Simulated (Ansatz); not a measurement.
## STM study: GaP(100) (F-43m bulk, 11 atomic planes (those closer than 0.6 Å count as one), 14 Å, P-terminated, slab composition P6Ga5)

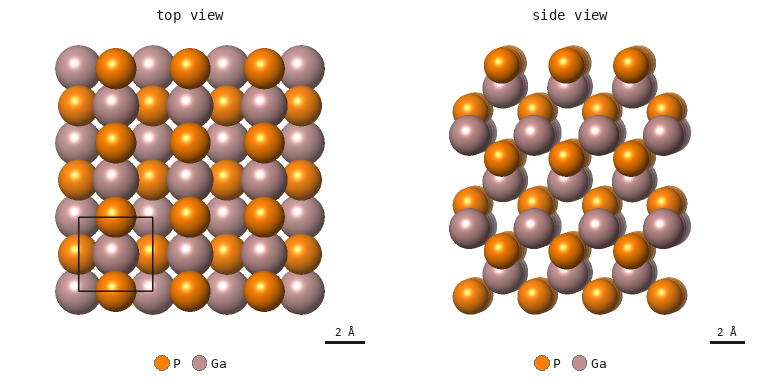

The relaxed structure from above and from the side.

Computed with DFT PBE, scalar-relativistic, plane waves, PAW (Ansatz 0.2.0). Cutoff 420 eV, 13 × 13 k-points, Gaussian smearing 0.05 eV, dipole correction. The slab is a cut without reconstruction beyond its cell, at the source's lattice constants, with its lower half held fixed and the rest relaxed. Real surfaces of this kind mostly reconstruct in larger cells, which this cell doesn't allow. No spin polarisation; a magnetic state wasn't tried and may lie lower. The run couldn't confirm all of its levels under its output density. The run warns that the functional's potential is rough in the thin density of the vacuum, where the tip is; weak contrasts and barriers may feel it.

The STM signal is simulated in the Tersoff–Hamann approximation. Bias windows are sharp sums over the levels of the k mesh.

Input file:

```yaml
crystal:
  lattice:
    - [3.85408551, 0.0, 0.0]
    - [0.0, 3.85408551, 0.0]
    - [0.0, 0.0, 30.6262501432]
  atoms:
    - { symbol: P, position: [0.0, 0.5, 0.277539691] }
    - { symbol: Ga, position: [0.5, 0.5, 0.322031759] }
    - { symbol: P, position: [0.5, 0.0, 0.3665238166] }
    - { symbol: Ga, position: [0.0, 0.0, 0.4110158743] }
    - { symbol: P, position: [0.0, 0.5, 0.4555079423] }
    - { symbol: Ga, position: [0.5, 0.5, 0.5011941821] }
    - { symbol: P, position: [0.5, 0.0, 0.5466089217] }
    - { symbol: Ga, position: [0.0, 0.0, 0.5922967514] }
    - { symbol: P, position: [0.0, 0.5, 0.6371203407] }
    - { symbol: Ga, position: [0.5, 0.5, 0.6835603884] }
    - { symbol: P, position: [0.5, 0.0, 0.7278187984] }
basis:
  ecutwfc: 420.0
  fft_grid_basis: typed
kpoints:
  mp_grid: { grid: [13, 13, 1] }
hamiltonian:
  xc: pbe
scf:
  occupations: { method: gaussian, width: 0.05 }
output:
  forces: true
  eigenvalues: true
  band_densities:
    - { e_range: [-2.0, -1.0] }
    - { e_range: [-1.0, -0.5] }
    - { e_range: [-0.5, -0.25] }
    - { e_range: [-0.25, 0.0] }
    - { e_range: [0.0, 0.25] }
    - { e_range: [0.25, 0.5] }
    - { e_range: [0.5, 1.0] }
    - { e_range: [1.0, 1.5] }
  band_residual_tolerance: 1.0e-05
  write_potential: true
  elf: true
  write_density: true
  volumetric_format: npy
efield:
  axis: 3
  dipole_correction: true
  ramp_width: 0.04
checkpoint:
  read: start.run
  write: ck
  compress: false
  write_wavefunctions: false
  write_every: 100000
```

Launched as:

```sh
ansatz run input.yaml --threads 1 --pin off --max-ram 2211MiB --backend cpu --events-out ev --progress --plain --runs-dir out
```

This last single point, started from the relaxation's saved density, took 82 s on 1 thread of AMD EPYC 9R45 96-Core Processor (Zen 5), with other jobs on the host, peak memory 1.2 GiB.

Part 1: One image

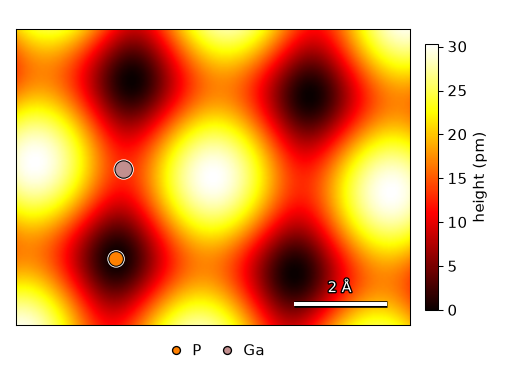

Constant-current image at a set point of 7.5 × 10⁻⁷ e/Å³ of this surface, sample bias −2.00 V. The atoms seen from above are drawn over one corner (deeper ones smaller).

> Which atoms or sites appear bright, which dark, and how strong is the contrast?

The brightest spots lie over the top P atoms; the darkest points are over the sites above the P atoms 2.8 Å below the top plane. The corrugation is 30 pm at a mean tip height of 5.0 Å.

Part 2: Approach curves

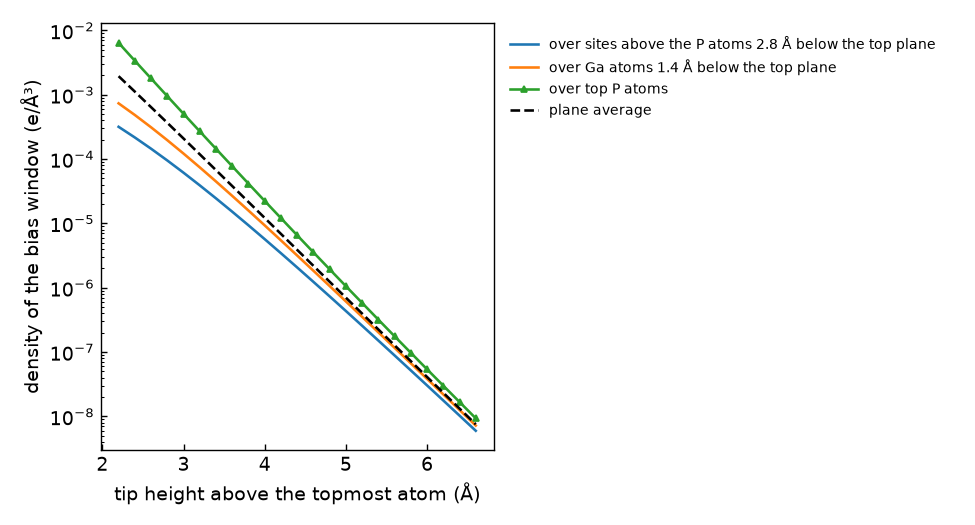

Approach curves over this surface at a sample bias of −1.00 V.

> How fast does the current decay, and what apparent barrier height does that imply?

Near 4 Å the plane average falls as exp(−2.85 z/Å), a factor of 17 per ångström, which gives an apparent barrier of 7.8 eV (0.952 eV Å² times the slope squared). The vacuum level lies 6.33 eV above zero bias. The apparent barrier is above 6.33 eV. At 4 Å the 0.25 eV of states nearest the highest filled state carry 51 % of the density. The value exceeds even the 7.33 eV between the vacuum level and the deepest states of the window, so their depth alone doesn't explain it. States away from the zone centre decay faster, since their momentum along the surface adds to the barrier, and that may account for the rest.

Part 3: States by depth

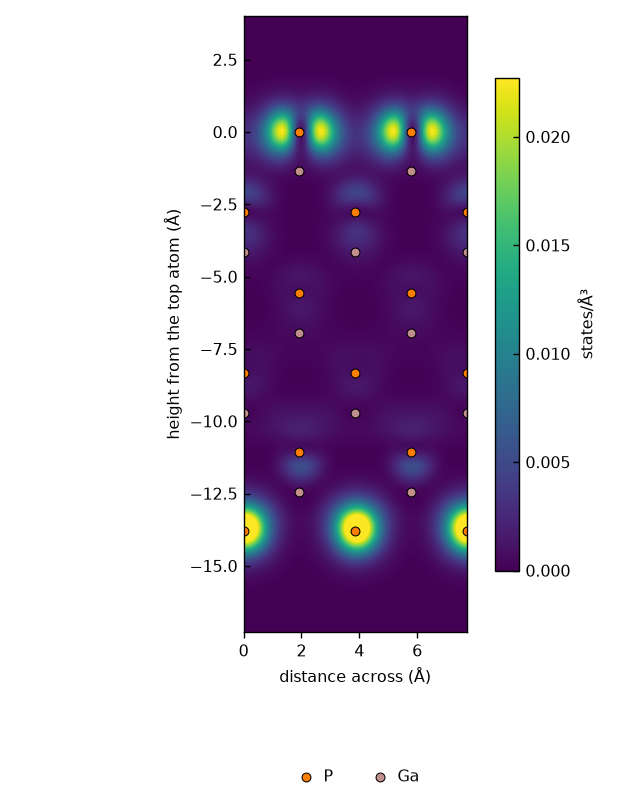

Density of all states between +0.25 and +0.50 eV (zero: the Fermi level) of this surface: side view, averaged along the second cell vector.

The picture shows the smooth PAW orbitals' density alone; the shares below count all of it.

> How is this energy window spread over the atomic planes?

The window holds 0.63 states per cell. Shares by plane (space cut midway between planes), top to bottom: P 34 %, Ga 8 %, P 3 %, Ga 3 %, P 2 %, Ga 2 %, P 2 %, Ga 3 %, P 3 %, Ga 8 %, P 34 %; the outer planes' shares include the vacuum, and density in a gap between layers is shared out between the planes on either side. The outer planes of both faces hold more than their share.

Part 4: Bias series

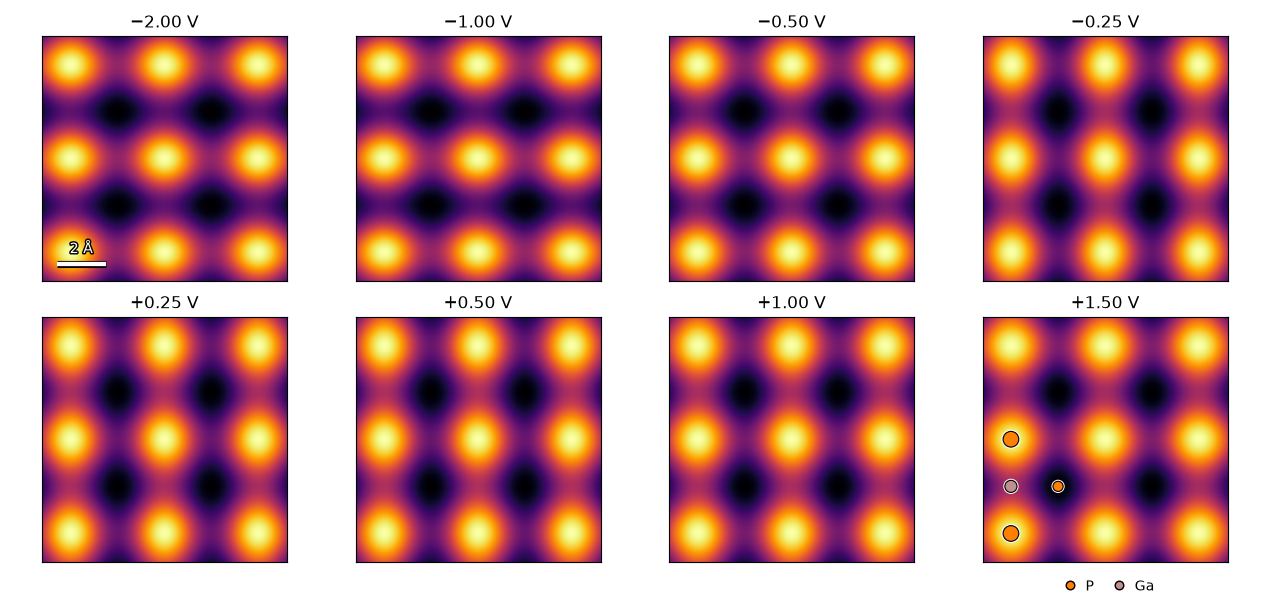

Constant-height images of this surface at 8 sample biases, each on its own colour scale; the last has the atoms seen from above drawn over one corner (deeper ones smaller).

> How do the images change with bias?

```csv
bias,height (Å),bright/dark,brightest over
−2.00 V,4.5,2.9,top P atoms
−1.00 V,4.5,3,top P atoms
−0.50 V,4.5,2.7,top P atoms
−0.25 V,4.5,2.5,top P atoms
+0.25 V,4.5,1.9,top P atoms
+0.50 V,4.5,2,top P atoms
+1.00 V,4.5,1.9,top P atoms
+1.50 V,4.5,1.9,top P atoms
```

The slab has states at the Fermi level, so this model gives a current down to small biases. Its work function (top face) is 6.33 eV.
